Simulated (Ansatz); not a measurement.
System: zincblende LiCl, space group F-43m, 2 atoms in the primitive cell, relaxed with r2SCAN; unstrained, cubic a = 5.466 Å. The cell is strained biaxially in the xy plane; the length along z is relaxed again with r2SCAN. Points keep the names of the unstrained cell; those that the strain makes unlike carry their directions on the cubic axes x, y, z. Ansatz 0.2.0; PBE, Ansatz PAW set, no spin polarisation, no spin-orbit coupling, 8×8×8 k mesh, 420 eV cutoff, Fermi-Dirac smearing of 0.02 eV.

At 0 % the lowest conduction levels at the points plotted lie 6.05 eV (Γ), 6.63 eV (X [001]) and 6.63 eV (X [100]/[010]) above the valence top at Γ.

How does each level move from −0.49 % to +5.8 %?

Answer. Γ falls by 0.22 eV, X [001] falls by 0.20 eV and X [100]/[010] stays within 0.02 eV. Unstrained, the X points are equivalent. At +5.8 % the lowest conduction level is 6.44 eV at X [001] and 6.61 eV at X [100]/[010] above the valence top, a splitting of 0.18 eV, or 30 meV for each 1 % of strain on average. The lowest is the one at Γ, over the whole range, so among these points the gap stays direct.

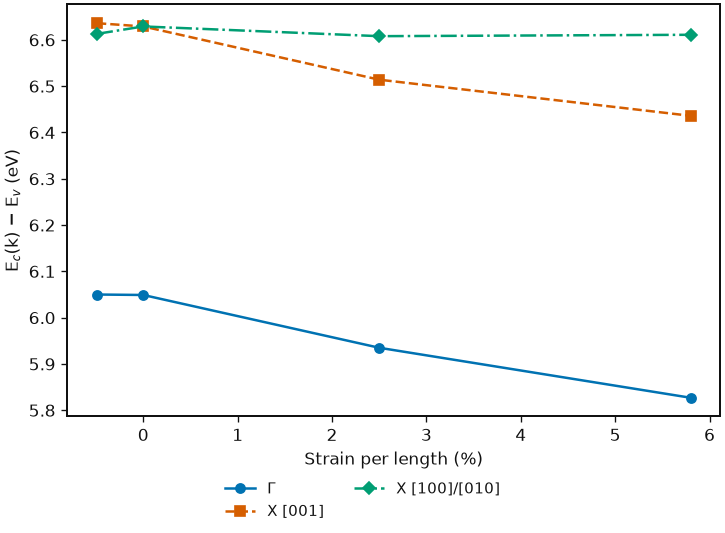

Lowest conduction level at each named k point, counted from the valence-band top at Γ.

```csv
strain,Γ (eV),X [001] (eV),X [100]/[010] (eV)
−0.49 %,6.05,6.64,6.61
0 %,6.05,6.63,6.63
+2.5 %,5.93,6.51,6.61
+5.8 %,5.83,6.44,6.61
```

The strain splits the threefold valence top at Γ, and levels count from its highest part. LDA, GGA and most meta-GGA functionals understate gaps. The usual form of LiCl is rocksalt.
